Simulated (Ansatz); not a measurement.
System: Cr, space group Im-3m (No. 229).

Starting cell:
```
CELL_PARAMETERS angstrom
-1.44195 1.44195 1.44195
1.44195 -1.44195 1.44195
1.44195 1.44195 -1.44195
ATOMIC_POSITIONS crystal
Cr 0.00000 0.00000 0.00000
```

How it was computed, with Ansatz 0.2.0: biaxial strain in the xy plane and strain along z of a crystal, fractional coordinates fixed, by plane-wave density functional theory with PAW datasets, free energies less that of the undisturbed cell, pressure positive in compression. Level: PBEsol, no spin polarisation.

- wave cutoff: 420 eV
- k mesh: 24×24×24
- occupations: Gaussian
- smearing width: 0.15 eV
- k shift: (0, 0, 0) (mesh steps)
- start: as given

Describe the result: the map of the energy change and pressure over strain zz and strain xx = yy. The grid: strain zz −0.05, −0.025, 0, 0.025, 0.05 ; strain xx = yy −0.05, −0.025, 0, 0.025, 0.05.

At the origin a neighbouring grid point lies 50 meV/atom lower, so the given structure isn't at the minimum of this landscape. The energy change is least, −50 meV/atom, at strain zz of −0.025 and strain xx = yy of −0.025, and largest, 351 meV/atom, at strain zz of 0.05 and strain xx = yy of 0.05. Near the origin the softest direction lies along strain zz, turned by about 18° so that strain xx = yy takes the opposite sign; the curvature across the valley is 3.3 times that along it. The pressure is least, −38.66 GPa, at strain zz of 0.05 and strain xx = yy of 0.05, and largest, 26.95 GPa, at strain zz of −0.05 and strain xx = yy of −0.05.

Energy change (meV/atom); rows strain xx = yy, columns strain zz:
|  | −0.05 | −0.025 | 0 | 0.025 | 0.05 |
| --- | --- | --- | --- | --- | --- |
| −0.05 | 18 | −13 | −17 | 0 | 34 |
| −0.025 | −35 | −50 | −39 | −8 | 40 |
| 0 | −22 | −23 | 0 | 42 | 101 |
| 0.025 | 45 | 56 | 89 | 141 | 208 |
| 0.05 | 153 | 176 | 219 | 278 | 351 |

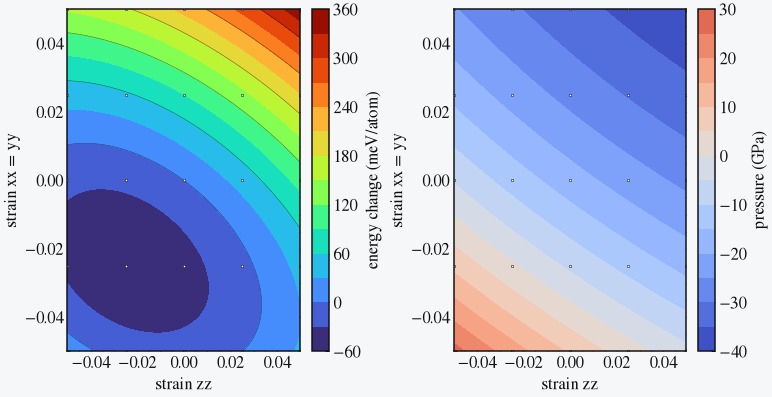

Note: no spin polarisation, a magnetic state may lie lower; reference crystal is not relaxed.
